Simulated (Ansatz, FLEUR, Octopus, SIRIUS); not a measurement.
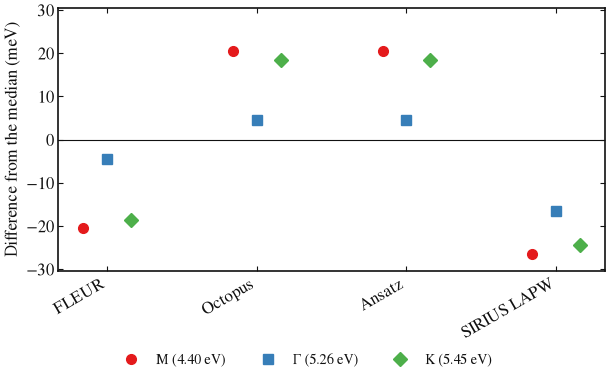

Lowest conduction level at each named k point, counted from the valence-band top at Γ, for C, space group P6_3/mmc (No. 194), 12 atoms in the cell; a = 2.522 Å, c = 12.356 Å (hexagonal axes). Four programs ran PBEsol (no spin polarisation, no spin-orbit coupling) on the same cell and 12×12×3 k mesh. The plot shows each result less the median of the plane-wave, real-space and all-electron runs, which the legend gives. The smallest gap over all k points computed is less than these values: 4.24 eV in FLEUR.

### What spread should one expect between these programs?

The plane-wave, real-space and all-electron programs (FLEUR, Ansatz, SIRIUS LAPW and Octopus) agree within 48 meV at these points; some share their pseudopotentials, which pulls the median their way.

| program | kind | valence electrons | M (eV) | Γ (eV) | K (eV) |
| --- | --- | --- | --- | --- | --- |
| FLEUR | all-electron | – | 4.379 | 5.260 | 5.429 |
| Octopus | real-space grid | 48 | 4.420 | 5.269 | 5.466 |
| Ansatz | plane waves | 48 | 4.420 | 5.269 | 5.466 |
| SIRIUS LAPW | all-electron | – | 4.373 | 5.248 | 5.423 |

Settings. all-electron, Fermi-Dirac smearing of 0.05 eV (FLEUR MaX-R8.1 (patched build s14)). pseudodojo_pbesol (PseudoDojo 0.4, PBEsol), Fermi-Dirac smearing of 0.05 eV (Octopus 16.4). PseudoDojo standard (PBEsol files), 1116 eV cutoff, Fermi-Dirac smearing of 0.05 eV (Ansatz). all-electron FP-LAPW, Fermi-Dirac smearing of 0.05 eV (SIRIUS 7.12.0).

LDA, GGA and most meta-GGA functionals understate gaps. This is a hexagonal form of diamond, not graphite.
